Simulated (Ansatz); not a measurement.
# Zn15Se16 (charge −1): geometry relaxation (part 2 of 2)

Continued. System: Zn15Se16 (defect cell, 31 atoms in the cell, total charge −1). Method: DFT, PBE, plane waves, PAW, spin-polarised (Ansatz 0.2.0); cutoff 420 eV, 1×1×1 k-mesh, Gaussian smearing of 0.01 eV, collinear spins. The structure derives from a Materials Project entry. It belongs to a series of runs on one base structure; here: Zn vacancy (site a), charge -1, atoms relaxed at the host's cell, started again with a moment of 3 μB. The settings are looser than a standard set-up, so the numbers are not reference values.

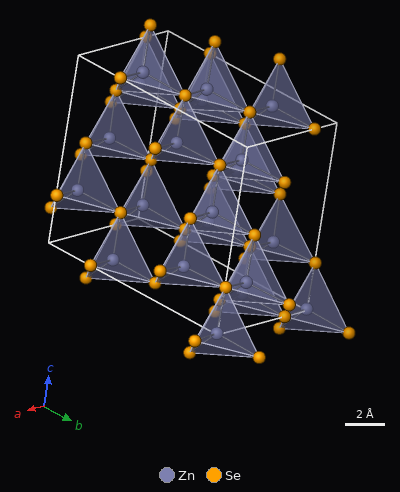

**Figure 1.** The geometry at step 2 of the log (polyhedral view of the cell of the calculation, seen slightly off an axis; polyhedra are completed across the faces of the cell).

## Output, continued
```
  k-point 0 ↑: bands = ["-40.7919", "-40.7902", "-40.7886", "-40.7863", "-40.7858", "-40.7837", "-40.7832", "-40.7818", "-40.7806", "-40.7802", ... 54 levels left out ..., "-40.3902", "-40.3883", "-40.3637", "-40.3573", "-40.3571", "-40.3568", "-40.3551", "-40.3492", "-40.3470", "-40.3469", "-40.3444", "-40.3387", "-40.3324", "-40.3089", "-40.3017", "-40.2881", "-6.9674", "-6.3349", "-6.3303", "-6.3272", "-6.3242", "-6.3206", "-6.3174", "-6.3145", "-6.3123", "-6.1748", "-6.1739", "-6.1714", "-5.9229",
      "-5.8352", "-5.8296", "-5.8054", "-0.4743", "-0.4713", "-0.4632", "-0.4214", "-0.4209", "-0.4201", "-0.4185", "-0.4169", "-0.4132", "-0.4090", "-0.4019", "-0.3961", "-0.3747", "-0.3734", "-0.3709", "-0.3681", "-0.3658", "-0.3635", "-0.3549", "-0.3540", "-0.3515", "-0.3503", "-0.3495", "-0.3487", "-0.3463", "-0.3376", "-0.3296", "-0.3106", "-0.3102", "-0.3087", "-0.2369", "-0.2358", "-0.2341", "-0.2328", "-0.2325", "-0.2293", "-0.2272",
      "-0.2270", "-0.2245", "-0.2198", "-0.2142", "-0.2131", "-0.2071", "-0.2060", "-0.2035", "-0.1966", "-0.1734", "-0.1682", "-0.1462", "-0.1445", "-0.1420", "-0.1418", "-0.1397", "-0.1378", "-0.1345", "-0.1330", "-0.1308", "-0.1298", "-0.1278", "-0.1180", "-0.1124", "-0.1116", "-0.0952", "-0.0884", "-0.0832", "-0.0775", "-0.0761", "-0.0759", "-0.0727", "-0.0710", "-0.0699", "-0.0337", "0.0116", "0.0133", "0.0175", "1.4093", "1.4122",
      "1.4753", "1.9253", "1.9399", "1.9580", "1.9633", "1.9653", "2.0078", "2.0150", "2.0211", "2.0540", "2.0588", "2.0600", "3.2812", "3.5994", "3.6013", "3.6054", "3.6145", "3.6162", "3.6235", "3.6255", "3.6364", "3.7157", "3.7166", "3.7187", "3.9651", "3.9746", "3.9788", "4.2090", "4.2279", "4.2339", "4.3162", "5.0946", "5.0971", "5.0980", "5.1503", "5.1633", "5.1731", "5.2638", "5.2729", "5.2762",
      "5.5025", "5.5099", "5.5213", "6.1094", "6.1209", "6.1407", "7.3471", "9.1358", "9.1421", "9.1474", "9.4334", "9.4383", "9.5350", "10.0087", "10.0108", "10.0122", "10.0194", "10.0219", "10.0545", "10.0566", "10.0580", "10.1805", "10.2018", "10.2094", "11.5269", "11.9018", "11.9193", "11.9237", "12.2088", "12.2104", "12.2273", "12.2994", "12.3115", "12.3131", "12.3212", "12.3252", "12.5176", "12.5556", "12.5601", "12.7209",
      "12.7218", "12.7252", "12.7281", "12.7310", "12.7430", "12.7511", "12.7701", "12.8880", "12.9465", "12.9494", "12.9584"]
  k-point 0 ↓: bands = ["-40.7834", "-40.7824", "-40.7804", "-40.7784", "-40.7781", "-40.7775", "-40.7764", "-40.7755", "-40.7743", "-40.7732", ... 54 levels left out ..., "-40.3798", "-40.3786", "-40.3467", "-40.3464", "-40.3456", "-40.3418", "-40.3394", "-40.3337", "-40.3326", "-40.3303", "-40.3290", "-40.3207", "-40.3162", "-40.2962", "-40.2913", "-40.2761", "-6.9321", "-6.3003", "-6.2988", "-6.2922", "-6.2911", "-6.2895", "-6.2832", "-6.2822", "-6.2813", "-6.1353", "-6.1346", "-6.1318", "-5.8391",
      "-5.7493", "-5.7463", "-5.7325", "-0.4629", "-0.4615", "-0.4581", "-0.4153", "-0.4141", "-0.4129", "-0.4123", "-0.4121", "-0.4038", "-0.4010", "-0.3973", "-0.3887", "-0.3688", "-0.3656", "-0.3610", "-0.3607", "-0.3568", "-0.3556", "-0.3476", "-0.3439", "-0.3433", "-0.3425", "-0.3417", "-0.3398", "-0.3375", "-0.3269", "-0.3196", "-0.3032", "-0.3003", "-0.2991", "-0.2292", "-0.2266", "-0.2262", "-0.2256", "-0.2238", "-0.2231", "-0.2220",
      "-0.2209", "-0.2150", "-0.2119", "-0.2081", "-0.2080", "-0.2037", "-0.1978", "-0.1959", "-0.1893", "-0.1696", "-0.1647", "-0.1423", "-0.1406", "-0.1383", "-0.1377", "-0.1358", "-0.1338", "-0.1273", "-0.1272", "-0.1264", "-0.1255", "-0.1242", "-0.1142", "-0.1076", "-0.1066", "-0.0922", "-0.0850", "-0.0798", "-0.0708", "-0.0700", "-0.0687", "-0.0670", "-0.0664", "-0.0653", "-0.0222", "0.0224", "0.0229", "0.0239", "1.4251", "1.4338",
      "1.4886", "1.9443", "1.9537", "1.9815", "1.9905", "1.9925", "2.0297", "2.0347", "2.0387", "2.0765", "2.0804", "2.0816", "3.3248", "3.6283", "3.6292", "3.6305", "3.6340", "3.6363", "3.6544", "3.6554", "3.6608", "3.7433", "3.7486", "3.7498", "4.0048", "4.0054", "4.0077", "4.2659", "4.2698", "4.2703", "4.4035", "5.1234", "5.1291", "5.1321", "5.1734", "5.2123", "5.2143", "5.3017", "5.3072", "5.3168",
      "5.5691", "5.5714", "5.5860", "6.1817", "6.1966", "6.1996", "7.3627", "9.1397", "9.1517", "9.1570", "9.4477", "9.4531", "9.5475", "10.0216", "10.0229", "10.0249", "10.0306", "10.0354", "10.0713", "10.0744", "10.0760", "10.2020", "10.2219", "10.2283", "11.5440", "11.9138", "11.9282", "11.9314", "12.2256", "12.2270", "12.2454", "12.3166", "12.3291", "12.3310", "12.3387", "12.3428", "12.5383", "12.5740", "12.5779", "12.7330",
      "12.7342", "12.7365", "12.7388", "12.7458", "12.7652", "12.7764", "12.7887", "12.9063", "12.9635", "12.9650", "12.9763"]
--- Relaxed structure (2 steps of the walk, 2 accepted, 0 SCFs on fresh bases) ---
  F+E_penalty+E_count = -137302.69085762 eV   max|allowed force component| = 2.246e-2 eV/Å
  atoms:
    - { symbol: Zn, position: [0.011392492800000036, 0.5046661123, 0.5011785355] }
    - { symbol: Zn, position: [0.5028472134, 0.24798714390000004, 0.2583020953] }
    - { symbol: Zn, position: [0.7502566769, 0.7492473651, 0.4996186334] }
    - { symbol: Zn, position: [0.2499400539, 0.5007514973, 0.2601762641] }
    - { symbol: Zn, position: [0.5034837828, 0.008659149599999982, 0.4979672802999999] }
    - { symbol: Zn, position: [-0.0026859031000000533, 0.7552644326000001, 0.24502261980000006] }
    - { symbol: Zn, position: [0.7497435662, 0.24894557850000004, -0.0005768735000000191] }
    - { symbol: Zn, position: [0.4899725547, 0.4906791412, -0.0058549664] }
    - { symbol: Zn, position: [0.7577975877, -0.00132762519999996, 0.24859597490000002] }
    - { symbol: Zn, position: [0.010295021500000001, 0.25114951369999994, 0.7541830884] }
    - { symbol: Zn, position: [0.2499458024, 0.7492446428000001, -0.0001443335000000101] }
    - { symbol: Zn, position: [-0.0031528062, -0.005018877, 0.0051774553] }
    - { symbol: Zn, position: [0.7417428619000002, 0.490061269, 0.7403154588] }
    - { symbol: Zn, position: [0.48891584070000005, 0.7430272560000001, 0.7400364182] }
    - { symbol: Zn, position: [0.2503487281, 0.008411696300000021, 0.7506882494000001] }
    - { symbol: Se, position: [0.2500935442, 0.2501088331, 0.7406677070999999] }
    - { symbol: Se, position: [-0.0003280071000000412, 0.4987764439, 0.7488785596] }
    - { symbol: Se, position: [0.4892417719999999, 0.24801061799999993, 0.4983798063] }
    - { symbol: Se, position: [0.7467802173, 0.7467047178, 0.7479766826] }
    - { symbol: Se, position: [0.24987558180000002, 0.4881522228, 0.5010809141000001] }
    - { symbol: Se, position: [0.4992126295000001, 0.0003617248999999989, 0.7479646546] }
    - { symbol: Se, position: [0.0010014537999999684, 0.7515965263000001, 0.4988992011] }
    - { symbol: Se, position: [0.7528855215999999, 0.25014735649999986, 0.25127599899999997] }
    - { symbol: Se, position: [0.49898797940000006, 0.4978290284, 0.2512930728] }
    - { symbol: Se, position: [0.7532554925, 0.0008130930999999397, 0.5003353370000001] }
    - { symbol: Se, position: [0.0009247382999999776, 0.2488034649, 0.00200029409999998] }
    - { symbol: Se, position: [0.25019524430000006, 0.7495443151999999, 0.2502402325] }
    - { symbol: Se, position: [0.009787319299999986, 0.008214957999999994, 0.2585339641] }
    - { symbol: Se, position: [0.7470377319000001, 0.4976588562, -0.002702996200000002] }
    - { symbol: Se, position: [0.5002066617, 0.7488906053, -0.0008428515999999997] }
    - { symbol: Se, position: [0.2499556745, -0.00029996909999999155, 0.0001255433000000028] }
--- Löwdin populations: 31 sites ---
  site symbol       q [e]    m [muB]
     0     Zn     10.7721     0.0011
     1     Zn     10.7707     0.0012
     2     Zn     10.7661     0.0006
     3     Zn     10.7715     0.0011
     4     Zn     10.7714     0.0011
     5     Zn     10.7709     0.0011
     6     Zn     10.7663     0.0008
     7     Zn     10.7710     0.0012
     8     Zn     10.7694     0.0012
     9     Zn     10.7707     0.0012
    10     Zn     10.7674     0.0010
    11     Zn     10.7709     0.0012
    12     Zn     10.7700     0.0012
    13     Zn     10.7718     0.0012
    14     Zn     10.7699     0.0011
    15     Se     16.9547     0.1278
    16     Se     17.0511     0.0466
    17     Se     16.9553     0.1234
    18     Se     17.0523     0.0429
    19     Se     16.9619     0.1013
    20     Se     17.0550     0.0370
    21     Se     17.0557     0.0351
    22     Se     17.0525     0.0427
    23     Se     17.0527     0.0420
    24     Se     17.0535     0.0398
    25     Se     17.0522     0.0432
    26     Se     17.0537     0.0406
    27     Se     16.9532     0.1312
    28     Se     17.0521     0.0431
    29     Se     17.0503     0.0484
    30     Se     17.0509     0.0466
  spilling = 0.006848 (of n_electrons = 437.000000)
```

## File populations.tsv
```
# site	symbol	l	j	q_up	q_dn
# orbitals = lowdin
# n_electrons = 437.000000
# spilling = 0.006848
0	Zn	0_4S	-	0.394382	0.396494
0	Zn	2_3D	-	4.992243	4.989003
1	Zn	0_4S	-	0.393646	0.396151
1	Zn	2_3D	-	4.992305	4.988612
2	Zn	0_4S	-	0.391088	0.392670
2	Zn	2_3D	-	4.992292	4.990064
3	Zn	0_4S	-	0.394039	0.396328
3	Zn	2_3D	-	4.992287	4.988893
4	Zn	0_4S	-	0.393979	0.396269
4	Zn	2_3D	-	4.992273	4.988925
5	Zn	0_4S	-	0.393669	0.396111
5	Zn	2_3D	-	4.992299	4.988789
6	Zn	0_4S	-	0.391203	0.392906
6	Zn	2_3D	-	4.992314	4.989842
7	Zn	0_4S	-	0.393763	0.396292
7	Zn	2_3D	-	4.992333	4.988597
8	Zn	0_4S	-	0.392988	0.395646
8	Zn	2_3D	-	4.992315	4.988459
9	Zn	0_4S	-	0.393629	0.396162
9	Zn	2_3D	-	4.992319	4.988620
10	Zn	0_4S	-	0.391845	0.393874
10	Zn	2_3D	-	4.992393	4.989322
11	Zn	0_4S	-	0.393726	0.396287
11	Zn	2_3D	-	4.992339	4.988581
12	Zn	0_4S	-	0.393296	0.395906
12	Zn	2_3D	-	4.992319	4.988520
13	Zn	0_4S	-	0.394215	0.396428
13	Zn	2_3D	-	4.992257	4.988888
14	Zn	0_4S	-	0.393191	0.395659
14	Zn	2_3D	-	4.992292	4.988737
15	Se	0_4S	-	0.952783	0.951861
15	Se	1_4P	-	2.588503	2.461666
15	Se	2_3D	-	4.999947	4.999950
16	Se	0_4S	-	0.945497	0.945483
16	Se	1_4P	-	2.603415	2.556832
16	Se	2_3D	-	4.999952	4.999954
17	Se	0_4S	-	0.952772	0.951890
17	Se	1_4P	-	2.586641	2.464121
17	Se	2_3D	-	4.999947	4.999950
18	Se	0_4S	-	0.945204	0.945218
18	Se	1_4P	-	2.602440	2.559536
18	Se	2_3D	-	4.999952	4.999953
19	Se	0_4S	-	0.952767	0.952107
19	Se	1_4P	-	2.578897	2.478205
19	Se	2_3D	-	4.999946	4.999949
20	Se	0_4S	-	0.944930	0.944957
20	Se	1_4P	-	2.601129	2.564111
20	Se	2_3D	-	4.999952	4.999953
21	Se	0_4S	-	0.944827	0.944865
21	Se	1_4P	-	2.600647	2.565495
21	Se	2_3D	-	4.999952	4.999953
22	Se	0_4S	-	0.945179	0.945188
22	Se	1_4P	-	2.602455	2.559761
22	Se	2_3D	-	4.999952	4.999953
23	Se	0_4S	-	0.945180	0.945196
23	Se	1_4P	-	2.602218	2.560221
23	Se	2_3D	-	4.999952	4.999953
24	Se	0_4S	-	0.944999	0.945029
24	Se	1_4P	-	2.601708	2.561905
24	Se	2_3D	-	4.999952	4.999953
25	Se	0_4S	-	0.945236	0.945247
25	Se	1_4P	-	2.602492	2.559322
25	Se	2_3D	-	4.999952	4.999953
26	Se	0_4S	-	0.945220	0.945226
26	Se	1_4P	-	2.601993	2.561372
26	Se	2_3D	-	4.999952	4.999953
27	Se	0_4S	-	0.952798	0.951843
27	Se	1_4P	-	2.589450	2.459226
27	Se	2_3D	-	4.999947	4.999951
28	Se	0_4S	-	0.945177	0.945193
28	Se	1_4P	-	2.602487	2.559335
28	Se	2_3D	-	4.999952	4.999953
29	Se	0_4S	-	0.945562	0.945543
29	Se	1_4P	-	2.603820	2.555477
29	Se	2_3D	-	4.999952	4.999954
30	Se	0_4S	-	0.945435	0.945427
30	Se	1_4P	-	2.603381	2.556760
30	Se	2_3D	-	4.999952	4.999954
```

## Trajectory as extended XYZ (Å, eV, eV/Å), 2 frames, from step=1 to step=2
```
31
Lattice="-5.7318 5.7318 -5.7318 5.7318 5.7318 5.7318 5.7318 -5.7318 -5.7318" Properties=species:S:1:pos:R:3:forces:R:3 step=1 energy=-137302.69086
Zn    5.7000    0.0853   -0.0453    0.0009  -0.0007   0.0098
Zn    0.0197    2.8231   -2.9413   -0.0024   0.0064  -0.0013
Zn    2.8579    5.7311   -2.8695    0.0013   0.0015   0.0004
Zn    2.9289    2.8115   -0.0537    0.0094   0.0017   0.0063
Zn    0.0180    0.0813   -5.6904   -0.0028  -0.0034  -0.0166
Zn    5.7488    2.9092    2.9400   -0.0031  -0.0124  -0.0035
Zn   -2.8738    5.7276   -2.8671    0.0017  -0.0008  -0.0022
Zn   -0.0295    5.6544    0.0376    0.0049  -0.0079  -0.0060
Zn   -2.9262    2.9110   -5.7760   -0.0180   0.0007  -0.0004
Zn    5.7033   -2.8243   -2.9423    0.0018  -0.0042   0.0011
Zn    2.8610    5.7279    2.8627   -0.0071   0.0017   0.0012
Zn    0.0190   -0.0765   -0.0404   -0.0037  -0.0083   0.0092
Zn    2.8007    2.8171   -5.6859   -0.0130  -0.0026  -0.0032
Zn    5.6982    2.8195   -2.7852    0.0034   0.0059  -0.0038
Zn    2.9160   -2.8196   -5.6895    0.0225  -0.0038  -0.0034
Se    4.2454   -1.3783   -4.2452   -0.0024   0.0009  -0.0011
Se    7.1531   -1.4354   -1.4316   -0.0024  -0.0002  -0.0045
Se    1.4739    1.3692   -4.2393    0.0097   0.0023  -0.0046
Se    4.2868    4.2731   -4.2877    0.0125   0.0047   0.0008
Se    4.2378    1.3581   -1.5063   -0.0145   0.0071   0.0081
Se    1.4279   -1.4237   -7.1464   -0.0119   0.0061   0.0019
Se    7.1618    1.4541    1.4427   -0.0074  -0.0001   0.0054
Se   -1.4413    4.3089   -4.3218    0.0104   0.0064   0.0038
Se    1.4337    4.2732   -1.4470   -0.0074   0.0013   0.0026
Se   -1.4450    1.4543   -7.1806    0.0101  -0.0052  -0.0005
Se    1.4322    1.4199    1.4093   -0.0052   0.0014  -0.0025
Se    4.2965    4.2960    1.4278    0.0051  -0.0077  -0.0054
Se    1.4728   -1.3787   -1.4909    0.0011   0.0027   0.0017
Se   -1.4449    7.1498   -1.4139    0.0105   0.0056  -0.0025
Se    1.4206    7.1644    1.4302   -0.0011  -0.0047   0.0001
Se   -1.4337    1.4302   -1.4351   -0.0027   0.0056   0.0090
31
Lattice="-5.7318 5.7318 -5.7318 5.7318 5.7318 5.7318 5.7318 -5.7318 -5.7318" Properties=species:S:1:pos:R:3:forces:R:3 step=2 energy=-137302.69086
Zn    5.7000    0.0853   -0.0453    0.0009  -0.0006   0.0098
Zn    0.0197    2.8231   -2.9413   -0.0024   0.0064  -0.0012
Zn    2.8579    5.7311   -2.8695    0.0013   0.0015   0.0004
Zn    2.9289    2.8115   -0.0537    0.0094   0.0017   0.0063
Zn    0.0180    0.0813   -5.6904   -0.0027  -0.0033  -0.0165
Zn    5.7488    2.9092    2.9400   -0.0031  -0.0124  -0.0036
Zn   -2.8738    5.7276   -2.8671    0.0017  -0.0008  -0.0022
Zn   -0.0295    5.6544    0.0376    0.0048  -0.0080  -0.0060
Zn   -2.9262    2.9110   -5.7760   -0.0180   0.0008  -0.0004
Zn    5.7033   -2.8243   -2.9423    0.0018  -0.0042   0.0012
Zn    2.8610    5.7279    2.8627   -0.0072   0.0017   0.0012
Zn    0.0190   -0.0765   -0.0404   -0.0036  -0.0085   0.0092
Zn    2.8007    2.8171   -5.6859   -0.0130  -0.0027  -0.0032
Zn    5.6982    2.8195   -2.7852    0.0034   0.0059  -0.0039
Zn    2.9160   -2.8196   -5.6895    0.0225  -0.0037  -0.0034
Se    4.2454   -1.3783   -4.2452   -0.0024   0.0009  -0.0012
Se    7.1531   -1.4354   -1.4316   -0.0024  -0.0002  -0.0045
Se    1.4739    1.3692   -4.2393    0.0097   0.0023  -0.0047
Se    4.2868    4.2731   -4.2877    0.0125   0.0047   0.0008
Se    4.2378    1.3581   -1.5063   -0.0145   0.0071   0.0081
Se    1.4279   -1.4237   -7.1464   -0.0119   0.0061   0.0019
Se    7.1618    1.4541    1.4427   -0.0074  -0.0001   0.0055
Se   -1.4413    4.3089   -4.3218    0.0104   0.0063   0.0038
Se    1.4337    4.2732   -1.4470   -0.0074   0.0013   0.0026
Se   -1.4450    1.4543   -7.1806    0.0101  -0.0051  -0.0005
Se    1.4322    1.4199    1.4093   -0.0052   0.0015  -0.0025
Se    4.2965    4.2960    1.4278    0.0051  -0.0077  -0.0053
Se    1.4728   -1.3787   -1.4909    0.0011   0.0026   0.0018
Se   -1.4449    7.1498   -1.4139    0.0105   0.0057  -0.0025
Se    1.4206    7.1644    1.4302   -0.0011  -0.0046   0.0002
Se   -1.4337    1.4302   -1.4351   -0.0028   0.0056   0.0090
```

## Summary

- outcome: converged
- electrons treated: 437
- free energy: −137302.6909 eV
- Fermi energy: 6.198 eV
- gap on the k-point mesh: none (metallic)
- net moment of the cell: 1.00 μB
- integrated absolute moment: 1.08 μB
- final volume: 753.22 Å³
- largest force (length of the vector) at the end: 0.023 eV/Å
- wall time: 2.7 min (CPU time 4.7 min)
- peak memory: 1.5 GiB

## Remarks

Settings chosen away from the usual ones: Zn vacancy (site a), charge -1, atoms relaxed at the host's cell, started again with a moment of 3 muB. These settings are looser than, or depart from, a standard set-up, so the numbers are not reference values for this system. The k-point mesh is coarse (a preliminary or cheap run), so energies and forces are approximate.
